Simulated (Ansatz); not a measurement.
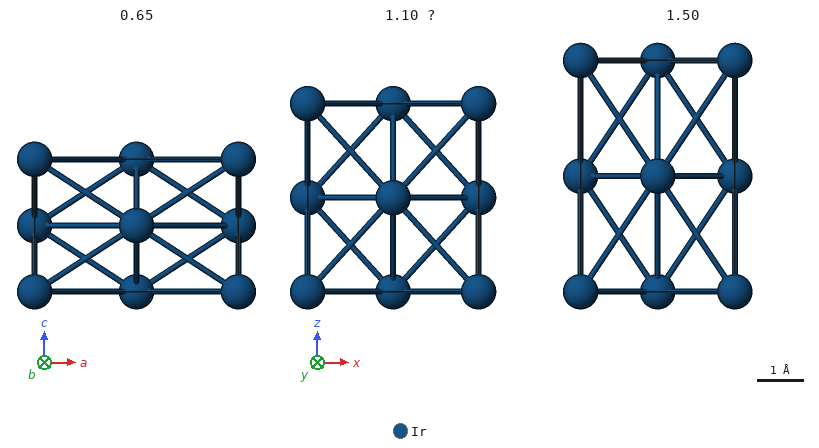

A scan of solid Ir (Fm-3m): the ratio of the cell's length along z to its lengths across, counted as 1 for the reference, is changed at fixed volume (a tetragonal or Bain path), with the atoms kept at their fractional coordinates. x, y and z are the Cartesian axes of the input. A ball-and-stick model of the conventional cell (4 times the calculation's cell), seen along the b axis. Lengths and directions refer to the drawn axes.

All numbers below come from DFT PBEsol, scalar-relativistic, plane waves, PAW in Ansatz. (plane-wave cutoff 420 eV; k-point mesh 24 × 24 × 24; occupations gaussian; smearing width 0.15 eV; no spin polarisation). Energies (free energies at the smearing named) are counted from the cell as listed in its source, which wasn't relaxed.

```csv
axial ratio over its reference value,energy change (meV/atom)
0.650,572
0.707,689
0.780,518
0.850,259
0.920,75
0.960,18
1.000,0
1.050,27
1.100,?
1.200,364
1.300,703
1.414,1150
1.500,1522
```

> Fill in the missing row.

A straight line between the two neighbours gives 139 meV/atom. A cubic through the four nearest rows (1.000, 1.050, 1.200, 1.300) gives, with Lagrange weights, (−0.3333)(0) + (1.0667)(27) + (0.3333)(364) + (−0.0667)(703) = 103 meV/atom. The calculation gives 104 meV/atom, so the cubic is 1 meV/atom too low and the straight line 35 meV/atom too high, as the curve bends upwards here.

The whole profile:

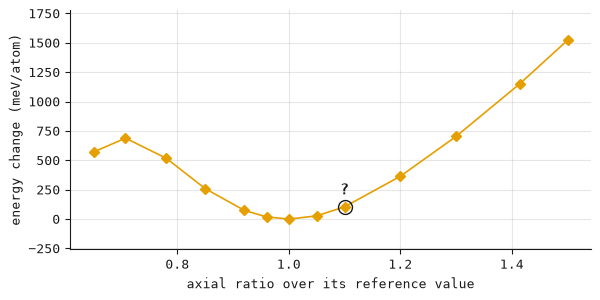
